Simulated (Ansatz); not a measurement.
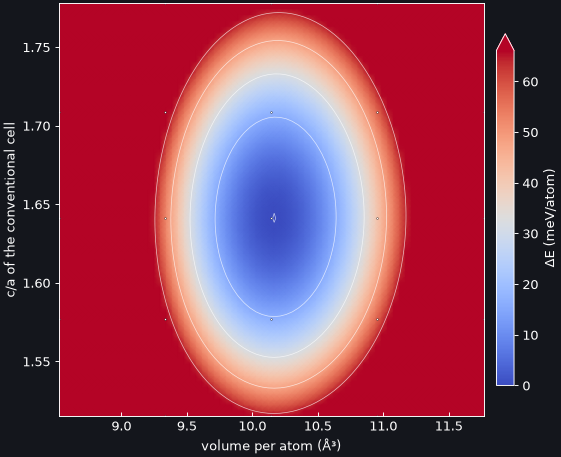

SiC (P6_3mc, No. 186; 4 atoms in the cell). 
- The energy is mapped over volume and the cell's shape.
- Coordinates scanned: (1) volume per atom; (2) c/a of the conventional cell.
- Relaxed at each point: the atoms inside the fixed cell.
- The scan uses a 5 × 5 grid.
- Points are written as (first, second).
- Energies: meV/atom, counted from the lowest grid point.
- Computed with DFT LDA, scalar-relativistic, plane waves, PAW in Ansatz. Settings: cutoff 520 eV, k-mesh 12×12×6 in the order of the run's cell vectors, gaussian smearing 0.05 eV, no spin polarisation.

Drawn: a smooth colour map with a few white contour lines, dots at the grid points, one colour for all values above the top of the scale. Between grid points the surface is interpolated.

> Estimate the position of the minimum and the force constants in these coordinates.

The interpolated minimum is at volume per atom ≈ 10.14 Å³, c/a of the conventional cell ≈ 1.641. The curvatures there are about 0.56 eV/(Å³)² and 32 eV, with a cross term of about 0 eV/Å³ (per cell of 4 atoms). Round the minimum the two coordinates are nearly uncoupled.

PAW datasets: the set soft_1.
